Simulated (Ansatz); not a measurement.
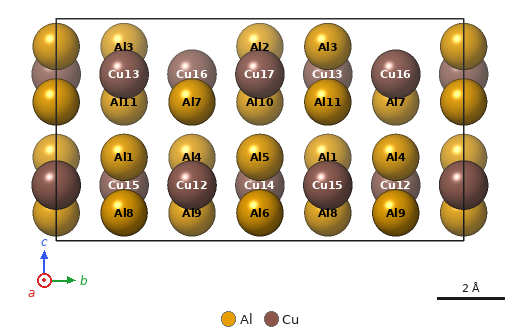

This is the input geometry for a relaxation of a defect cell of composition Al$_{11}$Cu$_{6}$. A spheres-only model of the conventional cell (2 times the calculation's cell), seen along the a axis. Lengths and directions refer to the drawn axes.

Case: Al vacancy (site c), charge +0, atoms relaxed at the host's cell.

Level of theory: Ansatz 0.2.0, DFT PBE, scalar-relativistic, plane waves, PAW.

Input
```yaml
crystal:
  lattice:
    - [4.0892560504, 0.0, 5.7824626538]
    - [-4.0892560504, 0.0, 5.7824626538]
    - [2.0446280252, -6.1338840756, 2.8912313269]
  atoms:
    - { symbol: Al, position: [0.4583333333, 0.625, 0.3333333333] }
    - { symbol: Al, position: [0.625, 0.125, 1.0] }
    - { symbol: Al, position: [0.9583333333, 0.125, 0.3333333333] }
    - { symbol: Al, position: [0.7916666667, 0.625, 0.6666666667] }
    - { symbol: Al, position: [0.125, 0.625, 0.0] }
    - { symbol: Al, position: [0.375, 0.875, 0.0] }
    - { symbol: Al, position: [0.5416666667, 0.375, 0.6666666667] }
    - { symbol: Al, position: [0.7083333333, 0.875, 0.3333333333] }
    - { symbol: Al, position: [0.0416666667, 0.875, 0.6666666667] }
    - { symbol: Al, position: [0.875, 0.375, 0.0] }
    - { symbol: Al, position: [0.2083333333, 0.375, 0.3333333333] }
    - { symbol: Cu, position: [0.4166666667, 0.75, 0.6666666667] }
    - { symbol: Cu, position: [0.5833333333, 0.25, 0.3333333333] }
    - { symbol: Cu, position: [0.75, 0.75, 0.0] }
    - { symbol: Cu, position: [0.0833333333, 0.75, 0.3333333333] }
    - { symbol: Cu, position: [0.9166666667, 0.25, 0.6666666667] }
    - { symbol: Cu, position: [0.25, 0.25, 1.0] }
basis:
  ecutwfc: 420
  xc_grid: 2
kpoints:
  mp_grid: { grid: [7, 6, 7], shift: [0.0, 0.5, 0.0] }
hamiltonian:
  xc: pbe
scf:
  occupations: { method: gaussian, width: 0.1 }
output:
  forces: true
  stress: false
  eigenvalues: true
  write_density: true
  write_potential: true
  elf: true
  volumetric_format: npy
relax:
  adjacent_minimum: "off"
  f_tol: 0.025
  max_steps: 45
```

Command:
```bash
ansatz run input.yaml --threads 4 --pin off --max-ram 10240MiB --backend cpu --events-out ev --progress --plain --runs-dir out
```

Q: Where does the relaxation end?

A: The largest moves, 0.031 Å, are those of Al10 and Al11. Al10 goes along [1 −1 0]. Largest moves by element: Al 0.031 Å, Cu 0.016 Å. The cell doesn't change. Some distances before and after: Al10–Cu13 2.504 → 2.536 Å, Al7–Cu13 2.504 → 2.483 Å, Al4–Cu16 2.504 → 2.519 Å, Al10–Cu16 2.504 → 2.493 Å. After 2 geometry steps the energy has fallen by 13.0 meV per cell of the calculation. Largest force component: 0.13 eV/Å at the start, 0.005 eV/Å at the end. The run took 5.9 min on 4 threads of Intel(R) Xeon(R) Processor @ 2.50GHz (Skylake/Cascade Lake), with other jobs on the host, peak memory 1.9 GiB.

Limits of the set-up: the periodic images lie only 7.1 Å apart, so the values are limited by the cell's size.
